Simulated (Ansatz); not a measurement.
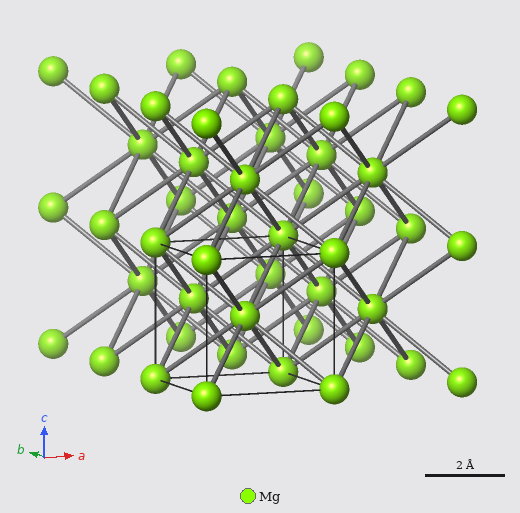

Reference structure: a symmetric starting cell of Mg (made from another compound by putting Mg in place of Cd). Style: ball-and-stick. Shown: the conventional cell (2 times the calculation's cell), repeated 2 × 3 × 2 with one cell outlined, slightly off an axis. Lengths and directions refer to the drawn axes.

All numbers below come from Ansatz 0.2.0, DFT PBE, scalar-relativistic, plane waves, PAW. Settings: plane-wave cutoff 420 eV; k-point mesh 16 × 16 × 16; occupations gaussian; smearing width 0.1 eV; no spin polarisation.

Now this is done to it. All lengths are scaled by +4.6 % (volume +14.3 %), the atoms keeping their fractional coordinates. No relaxation follows. The starting cell wasn't computed here and needn't be at equilibrium, so pressure and forces aren't due to the change alone.

The input:
```yaml
crystal:
  lattice:
    - [-1.8424540956, 1.8424540956, 1.8424540956]
    - [1.8424540956, -1.8424540956, 1.8424540956]
    - [1.8424540956, 1.8424540956, -1.8424540956]
  atoms:
    - { symbol: Mg, position: [0.0, 0.0, 0.0] }
basis:
  ecutwfc: 420
kpoints:
  mp_grid: { grid: [16, 16, 16] }
hamiltonian:
  xc: pbe
scf:
  occupations: { method: gaussian, width: 0.1 }
output:
  forces: true
  stress: true
  eigenvalues: true
  populations: true
```

Predict the response.

Answer. The pressure is −2.5 GPa (not all of it need come from the change, since the unchanged cell can be under pressure at this level too). All forces vanish by symmetry. Among the bonded contacts that change: Mg–Mg 3.052 → 3.191 Å. The space group stays Im-3m (No. 229).

The changed structure in the same view:

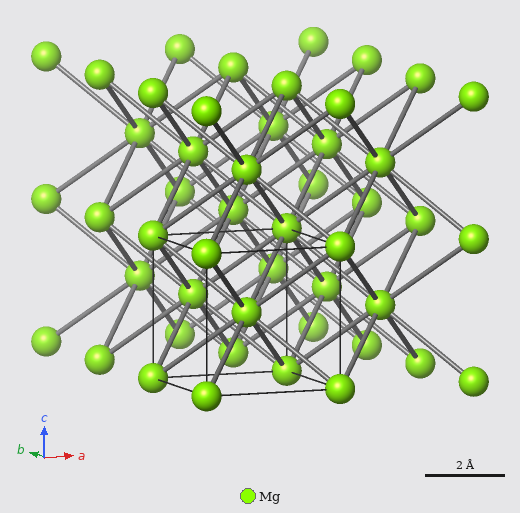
